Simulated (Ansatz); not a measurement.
System: Al, space group Pm-3m (No. 221) (one of a set of cubic test structures, which need not be the stable phase).

Calculation (Ansatz 0.2.0 development build): equation of state of a cubic crystal from periodic Kohn-Sham density functional theory without spin, third-order Birch-Murnaghan fit to the free energies; pressure corrected for the finite basis. Level: PBE.

- structure type: simple cubic
- atoms in cell: 1
- space group number: 221
- lattice centring: simple cubic
- k mesh: 40×40×40
- occupation method: Fermi–Dirac
- occupation width: 0.06123 eV
- wave cutoff: 420 eV
- datasets: soft-1 PAW
- density tolerance: 1e−07 eV
- bands: 6
- density cutoff ratio: 4
- search for lower states: default

Predict the energy above the lowest point and pressure against volume. The volume takes the values 18.96, 19.36, 19.77, 20.17, 20.57, 20.98, 21.38 Å³/atom.

A third-order Birch–Murnaghan fit gives V0 = 20.16 Å³/atom, B0 = 56.8 GPa and B′ = 4.4. The energy above the lowest point is 14.1 meV/atom at volume 18.96 Å³/atom and 11.8 meV/atom at 21.38 Å³/atom; the lowest computed point is at volume 20.17 Å³/atom (0.0 meV/atom). The pressure falls from 3.984 GPa at volume 18.96 Å³/atom to −2.938 GPa at 21.38 Å³/atom, and changes sign near 20.16 Å³/atom.

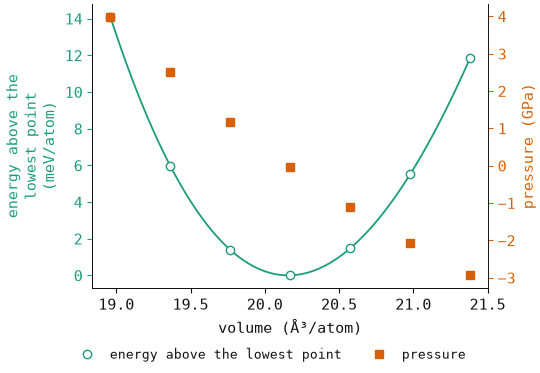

Caveats: cubic model structure, not the ambient form.
